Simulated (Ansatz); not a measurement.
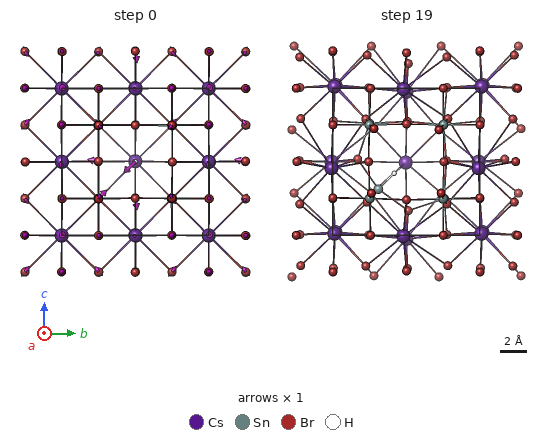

The structure of a defect cell of composition Cs7Sn8Br24H (cell charge −2) before (left) and after (right) a relaxation, at one scale. The purple arrows give the displacements, at their true length.

Style: ball-and-stick. Shown: the cell of the calculation (origin shifted), along the a axis.

These are results of DFT, PBEsol, PAW, plane waves in Ansatz 0.2.0, not measurements.

The input:
```yaml
crystal:
  lattice:
    - [11.500000, 0.000000, 0.000000]
    - [0.000000, 11.500000, 0.000000]
    - [0.000000, 0.000000, 11.500000]
  atoms:
    - { symbol: Cs, position: [0.999074, 0.999401, 0.998013] }
    - { symbol: Cs, position: [0.000124, 0.001575, 0.498985] }
    - { symbol: Cs, position: [0.001072, 0.499707, 0.000995] }
    - { symbol: Cs, position: [0.999286, 0.500484, 0.503446] }
    - { symbol: Cs, position: [0.497759, 0.999701, 0.999277] }
    - { symbol: Cs, position: [0.499432, 0.999486, 0.500439] }
    - { symbol: Cs, position: [0.498847, 0.502885, 0.998208] }
    - { symbol: Sn, position: [0.249824, 0.248243, 0.249824] }
    - { symbol: Sn, position: [0.251378, 0.247508, 0.747972] }
    - { symbol: Sn, position: [0.250128, 0.752724, 0.250063] }
    - { symbol: Sn, position: [0.247400, 0.751632, 0.750371] }
    - { symbol: Sn, position: [0.751263, 0.249815, 0.249724] }
    - { symbol: Sn, position: [0.746885, 0.249899, 0.750946] }
    - { symbol: Sn, position: [0.749305, 0.746649, 0.250776] }
    - { symbol: Sn, position: [0.751738, 0.750011, 0.746673] }
    - { symbol: Br, position: [0.248581, 0.252511, 0.997414] }
    - { symbol: Br, position: [0.253118, 0.248246, 0.500243] }
    - { symbol: Br, position: [0.249885, 0.749292, 0.000737] }
    - { symbol: Br, position: [0.249473, 0.751079, 0.498087] }
    - { symbol: Br, position: [0.752746, 0.249674, 0.998438] }
    - { symbol: Br, position: [0.747793, 0.250055, 0.504249] }
    - { symbol: Br, position: [0.751670, 0.747963, 0.000210] }
    - { symbol: Br, position: [0.751475, 0.753029, 0.499438] }
    - { symbol: Br, position: [0.002046, 0.250844, 0.246816] }
    - { symbol: Br, position: [0.996865, 0.250414, 0.747707] }
    - { symbol: Br, position: [0.002313, 0.749687, 0.250986] }
    - { symbol: Br, position: [0.002785, 0.749840, 0.749033] }
    - { symbol: Br, position: [0.499792, 0.251502, 0.249166] }
    - { symbol: Br, position: [0.496600, 0.252808, 0.750967] }
    - { symbol: Br, position: [0.503003, 0.748912, 0.250520] }
    - { symbol: Br, position: [0.500885, 0.750251, 0.751322] }
    - { symbol: Br, position: [0.249633, 0.000353, 0.250084] }
    - { symbol: Br, position: [0.251391, 0.998548, 0.750121] }
    - { symbol: Br, position: [0.248368, 0.499939, 0.253991] }
    - { symbol: Br, position: [0.251266, 0.501627, 0.751914] }
    - { symbol: Br, position: [0.750304, 0.003599, 0.248733] }
    - { symbol: Br, position: [0.748712, 0.000080, 0.752363] }
    - { symbol: Br, position: [0.749292, 0.500450, 0.251754] }
    - { symbol: Br, position: [0.752916, 0.499693, 0.748416] }
    - { symbol: H, position: [0.248366, 0.500896, 0.499418] }
  symmetry: { detect: false }
kpoints:
  mp_grid: { grid: [1, 1, 1], shift: [0.25, 0.25, 0.25] }
hamiltonian:
  xc: pbesol
total_charge: -2
scf:
  occupations: { method: fermi_dirac, width: 0.01 }
relax:
  f_tol: 0.03
  max_steps: 80
  escape_saddle: false
  adjacent_minimum: "off"
output:
  forces: true
  eigenvalues: true
  populations: true
  charged_corrections: { epsilon: 30 }
```

Command:
```bash
ansatz run in.yaml --threads 7 --pin off --max-ram 13300MiB --runs-dir r --events-out ev --progress --plain
```

### Summarise the run.

Over 19 geometry steps the energy falls by 3.124 eV per cell of the calculation. Largest force component: 0.57 eV/Å at the start, 0.018 eV/Å at the end. The atom that moves furthest is H40 (1.44 Å along [−1 −2 −2]). Largest moves by element: H 1.44 Å, Sn 1.03 Å, Br 1.02 Å, Cs 0.75 Å. The lattice vectors keep their values. Some distances before and after: Sn8–H40 4.084 → 1.828 Å, Cs4–Br17 4.115 → 5.314 Å, Cs4–Br34 4.054 → 5.190 Å, Cs5–Br37 4.049 → 5.091 Å. New bonds form: Sn8–H40 (4.08 → 1.83 Å). Among the angles between lasting bonds that change: Br17–Sn8–Br34 89.1° → 156.6°, Sn8–Br17–Sn9 178.8° → 125.7°, Sn8–Br34–Sn10 178.0° → 125.5°. Cost: 3 min on 7 threads of Arm Neoverse-V2, peak memory 2.3 GiB.

Limits of the set-up: the cell is charged, on a uniform background, and energies carry no finite-size correction.
